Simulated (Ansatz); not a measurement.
Se: phonon calculation (part 1 of 2)

Se (Im-3m, 1 atom in the cell), computed with DFT, PBEsol, PAW with Ansatz's default frozen-core files, scalar-relativistic; harmonic phonons by finite displacements, no spin polarisation (Ansatz 0.2.0).

The structure derives from an entry of the Crystallography Open Database. It belongs to a series of runs on one base structure; here: PAW files in place of LAPW. Figures and captions count atoms from 1; the log counts them from 0 in places.

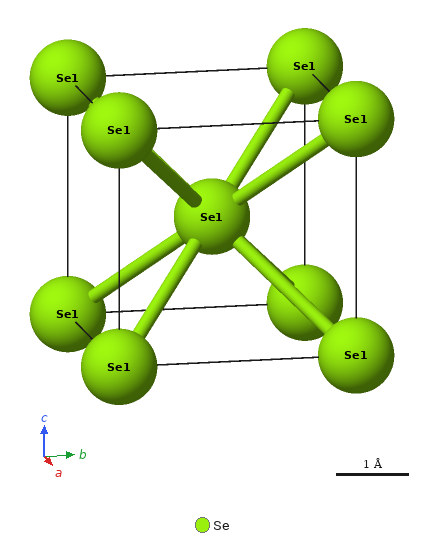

Figure 1. The structure as given in the input (ball-and-stick view of the cell 2 times as large as that of the calculation, set on its symmetry axes, seen slightly off an axis; atoms are numbered from 1 in the order of the input).

## Input file
```yaml
crystal:
  lattice:
    - [-1.68859542936, 1.68859542936, 1.68859542936]
    - [1.68859542936, -1.68859542936, 1.68859542936]
    - [1.68859542936, 1.68859542936, -1.68859542936]
  atoms:
    - { symbol: Se, position: [0.0, 0.0, 0.0] }
kpoints:
  mp_grid: { grid: [28, 28, 28] }
scf:
  occupations: { method: fermi_dirac, width: 0.08 }
hamiltonian:
  xc: pbesol
  pseudopotentials: { kind: paw }
phonons:
  qmesh: [4, 4, 4]
  qpath:
    path:
      - [0.0, 0.0, 0.0]
      - [0.5, -0.5, 0.5]
      - [0.0, 0.0, 0.5]
      - [0.0, 0.0, 0.0]
      - [0.25, 0.25, 0.25]
      - [0.5, -0.5, 0.5]
      - [0.25, 0.25, 0.25]
      - [0.0, 0.0, 0.5]
    npoints: 6
  temperatures: { t_min: 0, t_max: 1000, t_step: 100 }
```

Run on 2 threads of Arm Neoverse N1, 98 GiB of memory available, shared host.

Run as:
```bash
ansatz run input.yaml --threads 2 --pin off --max-ram 5120MiB --backend cpu --events-out ev --progress --plain --runs-dir out
```

## The program's output
```
Engine: ansatz 0.2.0, aarch64-unknown-linux-gnu
Pseudopotentials: kind: paw
Pseudopotential: Se, paw, valence charge 16, recommended cutoff 420 eV (normal), Se.paw.azcp
Functional definition: PBEsol
  exchange = pbesol_x
  correlation = pbesol_c
Crystal: 4 atoms, lattice volume = 77.037 Å³
Basis set: ecut = 420 eV, 1501 PW (Γ), FFT grids on a1, a2, a1+2a2+a3, exchange–correlation on 40×64×80 points (8 copies of the dense FFT grid, shifted against one another)
Bands: 40, of which v1, the nominal top of the filled ones, is band 32 counted from 1 (31 counted from 0)
Symmetry: 16 space group operations
k-points: 1485 of 5488
Non-local potential: Se, projectors of the file, l = 0: 2, l = 1: 2, l = 2: 3, l = 3: 1
PAW form: soft (Blöchl's): semilocal exchange-correlation on the pseudo side does not see the compensation charge
PAW frozen core: Se, regenerated for the run's functional, and the local potential with it (the file was generated under x = pbe(κ = 0.804, μ = 0.2195149727645171), c = pbe(β = 0.06672455060314922))
PAW one-centre angular grid: Se, 590 points (default); XC on 64 Gauss nodes
Initial density: handed on by an earlier stage of this run
Initial wavefunctions: those handed on with the density
Functional: x = pbesol(κ = 0.804, μ = 0.12345679012345678), c = pbesol(β = 0.046)
SCF iter   1: F=—  HF=-21695.016497 eV  |F-HF|=—  |Δ(HF+E_count)|=         —  Δρ=6.49e-8  dr2=3.45e-12  ethr=1.00e-12  ⟨swp⟩=4.7  Hψ=181389  notcnv=0
preconditioner: auto → Kerker (q_TF=auto, 2.645 Å⁻¹)  [metal: Δε(μ)=0.004 eV  Ē_g=11.399 eV  σ=0.080 eV  W_gap=0.01  n_scr=30 (ndim 8)  ℏωp=20.7 eV  f_vac=0.000  D(μ)=2.76/eV (n_scr^D=14)]
SCF iter   2: F=-21695.016497 eV  HF=-21695.016497 eV  |F-HF|=7.28e-12  |Δ(HF+E_count)|=  7.28e-12  Δρ=3.52e-8  dr2=1.04e-12  ethr=1.00e-12  ⟨swp⟩=3.2  Hψ=162143  notcnv=0
SCF 1 converged in 2 iterations: F = -21695.016497 eV  dr2 = 1.04e-12
  greatest PAW one-centre occupation: 1.000 electrons in one spin orbital (limit 2), on the Se atom at site 3 (counted from 0), in its partial waves of l = 2
Symmetry: 2 space group operations
k-points: 1485 of 5488 (time reversal used)
iter 1 solved again at ethr=8.44e-9 eV; its pass at ethr=3.10e-3 eV (dr2=5.40e-6 eV) is discarded
SCF iter   1: F=—  HF=-21695.016524 eV  |F-HF|=—  |Δ(HF+E_count)|=         —  Δρ=5.37e-5  dr2=4.51e-6  ethr=8.44e-9  ⟨swp⟩=2.0  Hψ=243794  notcnv=0  defer=98
SCF iter   2: F=—  HF=-21695.016491 eV  |F-HF|=—  |Δ(HF+E_count)|=   3.26e-5  Δρ=2.56e-5  dr2=7.48e-7  ethr=7.05e-9  ⟨swp⟩=1.0  Hψ=58681  notcnv=0  defer=98
SCF iter   3: F=—  HF=-21695.016491 eV  |F-HF|=—  |Δ(HF+E_count)|=   1.01e-7  Δρ=9.80e-6  dr2=1.31e-7  ethr=1.17e-9  ⟨swp⟩=2.1  Hψ=106160  notcnv=0  defer=98
SCF iter   4: F=—  HF=-21695.016491 eV  |F-HF|=—  |Δ(HF+E_count)|=   1.72e-8  Δρ=3.91e-6  dr2=1.27e-8  ethr=2.05e-10  ⟨swp⟩=2.4  Hψ=90716  notcnv=0  defer=98
SCF iter   5: F=—  HF=-21695.016491 eV  |F-HF|=—  |Δ(HF+E_count)|=   1.72e-9  Δρ=9.35e-7  dr2=1.19e-9  ethr=1.98e-11  ⟨swp⟩=2.0  Hψ=69679  notcnv=0  defer=98
SCF iter   6: F=—  HF=-21695.016491 eV  |F-HF|=—  |Δ(HF+E_count)|=  2.11e-10  Δρ=2.07e-7  dr2=7.70e-11  ethr=1.85e-12  ⟨swp⟩=2.0  Hψ=73845  notcnv=0  defer=98
SCF iter   7: F=-21695.016491 eV  HF=-21695.016491 eV  |F-HF|=7.28e-12  |Δ(HF+E_count)|=  1.82e-11  Δρ=6.02e-8  dr2=5.38e-12  ethr=1.00e-12  ⟨swp⟩=4.5  Hψ=276582  notcnv=0
SCF 2 converged in 7 iterations: F = -21695.016491 eV  dr2 = 5.38e-12
  greatest PAW one-centre occupation: 1.000 electrons in one spin orbital (limit 2), on the Se atom at site 1 (counted from 0), in its partial waves of l = 2
Symmetry: 1 space group operations
k-points: 2746 of 5488 (time reversal used)
iter 1 solved again at ethr=3.33e-7 eV; its pass at ethr=1.00e-1 eV (dr2=2.13e-4 eV) is discarded
SCF iter   1: F=—  HF=-21695.016525 eV  |F-HF|=—  |Δ(HF+E_count)|=         —  Δρ=4.57e-5  dr2=1.06e-6  ethr=3.33e-7  ⟨swp⟩=4.0  Hψ=457883  notcnv=0
preconditioner: auto → Kerker (q_TF=auto, 2.645 Å⁻¹)  [metal: Δε(μ)=0.000 eV  Ē_g=11.399 eV  σ=0.080 eV  W_gap=0.00  n_scr=30 (ndim 8)  ℏωp=20.7 eV  f_vac=0.000  D(μ)=2.76/eV (n_scr^D=14)]
the mixing steps aren't corrected for partly filled atomic shells, since the memory limit or a GPU had no room for it. The iterations and, of several solutions, the one reached can differ
SCF iter   2: F=—  HF=-21695.016493 eV  |F-HF|=—  |Δ(HF+E_count)|=   3.22e-5  Δρ=2.75e-5  dr2=3.87e-7  ethr=1.66e-9  ⟨swp⟩=2.9  Hψ=207270  notcnv=0
iter 3 solved again at ethr=1.56e-11 eV; its pass at ethr=6.04e-10 eV (dr2=9.96e-9 eV) is discarded
SCF iter   3: F=—  HF=-21695.016493 eV  |F-HF|=—  |Δ(HF+E_count)|=   3.58e-8  Δρ=3.45e-6  dr2=9.61e-9  ethr=1.56e-11  ⟨swp⟩=3.6  Hψ=463334  notcnv=0
SCF iter   4: F=—  HF=-21695.016493 eV  |F-HF|=—  |Δ(HF+E_count)|=   2.31e-9  Δρ=1.85e-6  dr2=2.36e-9  ethr=1.50e-11  ⟨swp⟩=3.0  Hψ=284860  notcnv=0
SCF iter   5: F=—  HF=-21695.016493 eV  |F-HF|=—  |Δ(HF+E_count)|=  1.35e-10  Δρ=4.80e-7  dr2=2.45e-10  ethr=3.69e-12  ⟨swp⟩=2.0  Hψ=200733  notcnv=0
SCF iter   6: F=—  HF=-21695.016493 eV  |F-HF|=—  |Δ(HF+E_count)|=  1.82e-11  Δρ=1.34e-7  dr2=3.33e-11  ethr=1.00e-12  ⟨swp⟩=2.6  Hψ=202846  notcnv=0
SCF iter   7: F=—  HF=-21695.016493 eV  |F-HF|=—  |Δ(HF+E_count)|=  3.64e-12  Δρ=4.62e-8  dr2=3.69e-12  ethr=1.00e-12  ⟨swp⟩=2.0  Hψ=200650  notcnv=0
SCF iter   8: F=-21695.016493 eV  HF=-21695.016493 eV  |F-HF|=3.64e-12  |Δ(HF+E_count)|=    0.00e0  Δρ=2.02e-8  dr2=4.04e-13  ethr=1.00e-12  ⟨swp⟩=2.0  Hψ=200650  notcnv=0
SCF 3 converged in 8 iterations: F = -21695.016493 eV  dr2 = 4.04e-13
  Residual-converged pass: ⟨swp⟩=4.0  Hψ=341231  notcnv=0  max |occ|·‖R‖ = 9.5e-9 eV (tolerance 1.0e-8 eV)  dr2=4.30e-13  dr2_onsite=1.29e-13  max |Δocc| = 2.9e-9
Basis set: ecut = 420 eV, 1501 PW (Γ), FFT grids on a1, a2, 2a1+2a2+a3, exchange–correlation on 40×40×128 points (8 copies of the dense FFT grid, shifted against one another)
Symmetry: 32 space group operations
k-points: 844 of 5488
SCF iter   1: F=—  HF=-21695.016497 eV  |F-HF|=—  |Δ(HF+E_count)|=         —  Δρ=6.54e-8  dr2=3.51e-12  ethr=1.00e-12  ⟨swp⟩=4.6  Hψ=102743  notcnv=0
preconditioner: auto → Kerker (q_TF=auto, 2.645 Å⁻¹)  [metal: Δε(μ)=0.004 eV  Ē_g=11.441 eV  σ=0.080 eV  W_gap=0.01  n_scr=30 (ndim 8)  ℏωp=20.7 eV  f_vac=0.000  D(μ)=2.76/eV (n_scr^D=18)]
SCF iter   2: F=-21695.016497 eV  HF=-21695.016497 eV  |F-HF|=0.00e0  |Δ(HF+E_count)|=  3.64e-12  Δρ=3.55e-8  dr2=1.05e-12  ethr=1.00e-12  ⟨swp⟩=3.2  Hψ=92101  notcnv=0
SCF 4 converged in 2 iterations: F = -21695.016497 eV  dr2 = 1.05e-12
k-points: 1429 of 5488 (time reversal used)
iter 1 solved again at ethr=1.94e-8 eV; its pass at ethr=3.10e-3 eV (dr2=1.24e-5 eV) is discarded
SCF iter   1: F=—  HF=-21695.016506 eV  |F-HF|=—  |Δ(HF+E_count)|=         —  Δρ=5.51e-5  dr2=1.08e-5  ethr=1.94e-8  ⟨swp⟩=2.1  Hψ=234114  notcnv=0  defer=119
preconditioner: auto → Kerker (q_TF=auto, 2.645 Å⁻¹)  [metal: Δε(μ)=0.000 eV  Ē_g=11.441 eV  σ=0.080 eV  W_gap=0.00  n_scr=30 (ndim 8)  ℏωp=20.7 eV  f_vac=0.000  D(μ)=2.76/eV (n_scr^D=18)]
SCF iter   2: F=—  HF=-21695.016493 eV  |F-HF|=—  |Δ(HF+E_count)|=   1.34e-5  Δρ=2.63e-5  dr2=1.56e-6  ethr=1.69e-8  ⟨swp⟩=1.0  Hψ=56478  notcnv=0  defer=119
SCF iter   3: F=—  HF=-21695.016493 eV  |F-HF|=—  |Δ(HF+E_count)|=   7.55e-8  Δρ=9.88e-6  dr2=2.92e-7  ethr=2.44e-9  ⟨swp⟩=1.0  Hψ=56478  notcnv=0  defer=119
SCF iter   4: F=—  HF=-21695.016493 eV  |F-HF|=—  |Δ(HF+E_count)|=   2.06e-8  Δρ=4.38e-6  dr2=1.68e-8  ethr=4.55e-10  ⟨swp⟩=1.8  Hψ=79765  notcnv=0  defer=119
SCF iter   5: F=—  HF=-21695.016493 eV  |F-HF|=—  |Δ(HF+E_count)|=   2.87e-9  Δρ=1.24e-6  dr2=4.34e-9  ethr=2.63e-11  ⟨swp⟩=2.1  Hψ=86346  notcnv=0  defer=119
SCF iter   6: F=—  HF=-21695.016493 eV  |F-HF|=—  |Δ(HF+E_count)|=  5.24e-10  Δρ=2.66e-7  dr2=2.04e-10  ethr=6.78e-12  ⟨swp⟩=1.2  Hψ=61172  notcnv=0  defer=119
SCF iter   7: F=—  HF=-21695.016493 eV  |F-HF|=—  |Δ(HF+E_count)|=  1.09e-11  Δρ=6.73e-8  dr2=7.93e-12  ethr=1.00e-12  ⟨swp⟩=1.0  Hψ=56478  notcnv=0  defer=119
SCF iter   8: F=-21695.016493 eV  HF=-21695.016493 eV  |F-HF|=3.64e-12  |Δ(HF+E_count)|=  7.28e-12  Δρ=3.33e-8  dr2=3.75e-12  ethr=1.00e-12  ⟨swp⟩=5.0  Hψ=241828  notcnv=0
SCF 5 converged in 8 iterations: F = -21695.016493 eV  dr2 = 3.75e-12
Symmetry: 4 space group operations
k-points: 844 of 5488 (time reversal used)
iter 1 solved again at ethr=2.97e-9 eV; its pass at ethr=3.10e-3 eV (dr2=1.90e-6 eV) is discarded
SCF iter   1: F=—  HF=-21695.016513 eV  |F-HF|=—  |Δ(HF+E_count)|=         —  Δρ=5.59e-5  dr2=1.38e-6  ethr=2.97e-9  ⟨swp⟩=2.0  Hψ=139117  notcnv=0  defer=63
SCF iter   2: F=—  HF=-21695.016500 eV  |F-HF|=—  |Δ(HF+E_count)|=   1.31e-5  Δρ=3.33e-5  dr2=4.91e-7  ethr=2.16e-9  ⟨swp⟩=1.0  Hψ=33346  notcnv=0  defer=63
SCF iter   3: F=—  HF=-21695.016500 eV  |F-HF|=—  |Δ(HF+E_count)|=   6.24e-8  Δρ=2.91e-6  dr2=3.15e-9  ethr=7.67e-10  ⟨swp⟩=2.2  Hψ=41486  notcnv=0  defer=63
SCF iter   4: F=—  HF=-21695.016500 eV  |F-HF|=—  |Δ(HF+E_count)|=   1.12e-9  Δρ=3.68e-7  dr2=1.02e-10  ethr=4.93e-12  ⟨swp⟩=2.0  Hψ=43733  notcnv=0  defer=63
SCF iter   5: F=—  HF=-21695.016500 eV  |F-HF|=—  |Δ(HF+E_count)|=  1.46e-11  Δρ=1.73e-7  dr2=5.35e-11  ethr=1.00e-12  ⟨swp⟩=5.9  Hψ=161002  notcnv=0
SCF iter   6: F=-21695.016500 eV  HF=-21695.016500 eV  |F-HF|=0.00e0  |Δ(HF+E_count)|=  2.18e-11  Δρ=6.85e-8  dr2=4.10e-12  ethr=1.00e-12  ⟨swp⟩=4.4  Hψ=154460  notcnv=0
SCF 6 converged in 6 iterations: F = -21695.016500 eV  dr2 = 4.10e-12
Basis set: ecut = 420 eV, 1521 PW (Γ), FFT grids on a1+a2−2a3, a2, a3, exchange–correlation on 64×48×80 points (8 copies of the dense FFT grid, shifted against one another)
k-points: 795 of 5488
SCF iter   1: F=—  HF=-21695.016497 eV  |F-HF|=—  |Δ(HF+E_count)|=         —  Δρ=6.40e-8  dr2=3.35e-12  ethr=1.00e-12  ⟨swp⟩=4.6  Hψ=96685  notcnv=0
preconditioner: auto → Kerker (q_TF=auto, 2.645 Å⁻¹)  [metal: Δε(μ)=0.004 eV  Ē_g=11.388 eV  σ=0.080 eV  W_gap=0.01  n_scr=30 (ndim 8)  ℏωp=20.7 eV  f_vac=0.000  D(μ)=2.76/eV (n_scr^D=18)]
SCF iter   2: F=-21695.016497 eV  HF=-21695.016497 eV  |F-HF|=3.64e-12  |Δ(HF+E_count)|=  3.64e-12  Δρ=3.48e-8  dr2=1.01e-12  ethr=1.00e-12  ⟨swp⟩=3.2  Hψ=86658  notcnv=0
SCF 7 converged in 2 iterations: F = -21695.016497 eV  dr2 = 1.01e-12
k-points: 795 of 5488 (time reversal used)
iter 1 solved again at ethr=2.22e-9 eV; its pass at ethr=3.10e-3 eV (dr2=1.42e-6 eV) is discarded
SCF iter   1: F=—  HF=-21695.016486 eV  |F-HF|=—  |Δ(HF+E_count)|=         —  Δρ=4.37e-5  dr2=8.83e-7  ethr=2.22e-9  ⟨swp⟩=2.0  Hψ=130764  notcnv=0  defer=36
SCF iter   2: F=—  HF=-21695.016499 eV  |F-HF|=—  |Δ(HF+E_count)|=   1.30e-5  Δρ=2.70e-5  dr2=3.38e-7  ethr=1.38e-9  ⟨swp⟩=1.0  Hψ=31410  notcnv=0  defer=36
SCF iter   3: F=—  HF=-21695.016499 eV  |F-HF|=—  |Δ(HF+E_count)|=   8.19e-9  Δρ=2.75e-6  dr2=4.45e-9  ethr=5.27e-10  ⟨swp⟩=2.3  Hψ=40704  notcnv=0  defer=36
SCF iter   4: F=—  HF=-21695.016499 eV  |F-HF|=—  |Δ(HF+E_count)|=  9.09e-11  Δρ=3.93e-7  dr2=1.23e-10  ethr=6.95e-12  ⟨swp⟩=2.1  Hψ=41438  notcnv=0  defer=36
SCF iter   5: F=—  HF=-21695.016499 eV  |F-HF|=—  |Δ(HF+E_count)|=  3.64e-12  Δρ=2.08e-7  dr2=4.35e-11  ethr=1.00e-12  ⟨swp⟩=2.0  Hψ=54440  notcnv=0  defer=36
SCF iter   6: F=-21695.016499 eV  HF=-21695.016499 eV  |F-HF|=3.64e-12  |Δ(HF+E_count)|=  2.91e-11  Δρ=7.61e-8  dr2=3.73e-12  ethr=1.00e-12  ⟨swp⟩=4.6  Hψ=150318  notcnv=0
SCF 8 converged in 6 iterations: F = -21695.016499 eV  dr2 = 3.73e-12
iter 1 solved again at ethr=6.69e-9 eV; its pass at ethr=3.10e-3 eV (dr2=4.28e-6 eV) is discarded
SCF iter   1: F=—  HF=-21695.016479 eV  |F-HF|=—  |Δ(HF+E_count)|=         —  Δρ=5.35e-5  dr2=3.63e-6  ethr=6.69e-9  ⟨swp⟩=2.1  Hψ=234508  notcnv=0  defer=59
preconditioner: auto → Kerker (q_TF=auto, 2.645 Å⁻¹)  [metal: Δε(μ)=0.000 eV  Ē_g=11.388 eV  σ=0.080 eV  W_gap=0.00  n_scr=30 (ndim 8)  ℏωp=20.7 eV  f_vac=0.000  D(μ)=2.76/eV (n_scr^D=18)]
SCF iter   2: F=—  HF=-21695.016492 eV  |F-HF|=—  |Δ(HF+E_count)|=   1.26e-5  Δρ=2.58e-5  dr2=5.96e-7  ethr=5.68e-9  ⟨swp⟩=1.0  Hψ=56469  notcnv=0  defer=59
SCF iter   3: F=—  HF=-21695.016492 eV  |F-HF|=—  |Δ(HF+E_count)|=   7.66e-8  Δρ=1.03e-5  dr2=1.03e-7  ethr=9.31e-10  ⟨swp⟩=2.4  Hψ=103192  notcnv=0  defer=59
SCF iter   4: F=—  HF=-21695.016492 eV  |F-HF|=—  |Δ(HF+E_count)|=   1.26e-8  Δρ=3.86e-6  dr2=1.02e-8  ethr=1.61e-10  ⟨swp⟩=2.8  Hψ=100276  notcnv=0  defer=59
SCF iter   5: F=—  HF=-21695.016492 eV  |F-HF|=—  |Δ(HF+E_count)|=  8.95e-10  Δρ=7.98e-7  dr2=6.08e-10  ethr=1.59e-11  ⟨swp⟩=2.0  Hψ=64173  notcnv=0  defer=59
SCF iter   6: F=—  HF=-21695.016492 eV  |F-HF|=—  |Δ(HF+E_count)|=  6.91e-11  Δρ=1.69e-7  dr2=3.88e-11  ethr=1.00e-12  ⟨swp⟩=2.0  Hψ=72568  notcnv=0  defer=59
SCF iter   7: F=-21695.016492 eV  HF=-21695.016492 eV  |F-HF|=3.64e-12  |Δ(HF+E_count)|=  3.64e-12  Δρ=6.23e-8  dr2=6.03e-12  ethr=1.00e-12  ⟨swp⟩=5.3  Hψ=252928  notcnv=0
SCF 9 converged in 7 iterations: F = -21695.016492 eV  dr2 = 6.03e-12
Basis set: ecut = 420 eV, 1495 PW (Γ), FFT grids on a1, a2, −2a1+2a2+a3, exchange–correlation on 48×48×96 points (8 copies of the dense FFT grid, shifted against one another)
Symmetry: 64 space group operations
k-points: 480 of 5488
SCF iter   1: F=—  HF=-21695.016497 eV  |F-HF|=—  |Δ(HF+E_count)|=         —  Δρ=6.46e-8  dr2=3.41e-12  ethr=1.00e-12  ⟨swp⟩=4.5  Hψ=58153  notcnv=0
preconditioner: auto → Kerker (q_TF=auto, 2.645 Å⁻¹)  [metal: Δε(μ)=0.004 eV  Ē_g=11.382 eV  σ=0.080 eV  W_gap=0.01  n_scr=28 (ndim 8)  ℏωp=20.7 eV  f_vac=0.000  D(μ)=2.76/eV (n_scr^D=16)]
SCF iter   2: F=-21695.016497 eV  HF=-21695.016497 eV  |F-HF|=7.28e-12  |Δ(HF+E_count)|=  3.64e-12  Δρ=3.54e-8  dr2=1.04e-12  ethr=1.00e-12  ⟨swp⟩=3.1  Hψ=52289  notcnv=0
SCF 10 converged in 2 iterations: F = -21695.016497 eV  dr2 = 1.04e-12
Symmetry: 8 space group operations
k-points: 480 of 5488 (time reversal used)
iter 1 solved again at ethr=3.55e-8 eV; its pass at ethr=3.10e-3 eV (dr2=2.27e-5 eV) is discarded
```
